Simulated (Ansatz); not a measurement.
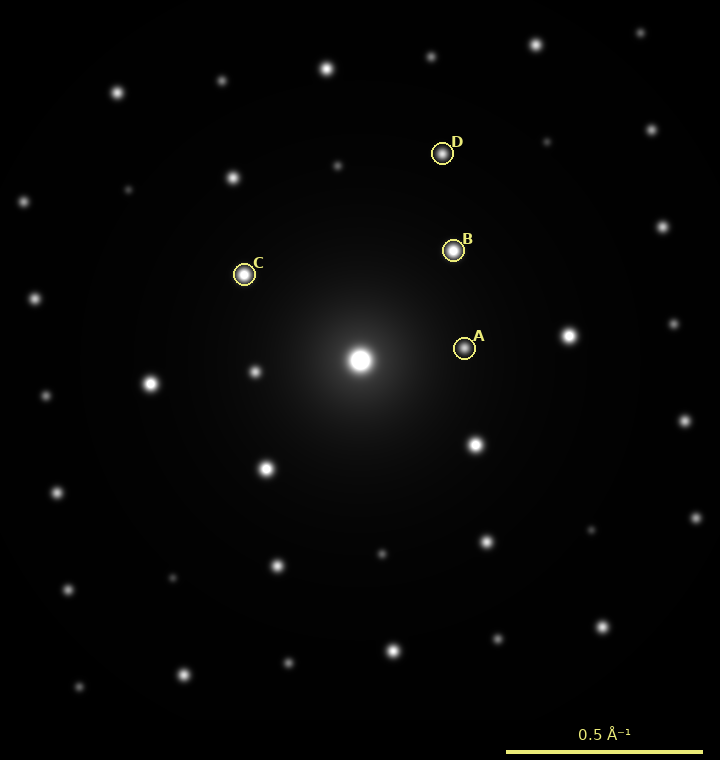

Computed electron diffraction pattern, 200 kV, single scattering only, B = 0.3 Å². The zone axis points towards the electron source and the pattern is seen from the source side.

The sample is PbSe, space group P4/nmm (No. 129), a = 5.25 Å, c = 4.00 Å. Structure: the end point of a relaxation with DFT PBEsol, scalar-relativistic, plane waves, PAW (Ansatz 0.2.0); the starting structure was generated, so it need not be a known form of this composition.

Spot A is indexed -1 1 0 and spot B -1 1 1.

Give hkl for C, D.

C = −2A + B = 1 -1 1 (d = 2.720 Å). D = −A + 2B = -1 1 2 (d = 1.760 Å).

Find the zone axis.

The cross product of A and B is parallel to [110]; every spot obeys hu + kv + lw = 0.

What are the spacings of A and B and the angle between them?

d(A) = 3.709 Å, d(B) = 2.720 Å, and the angle is 42.8°.
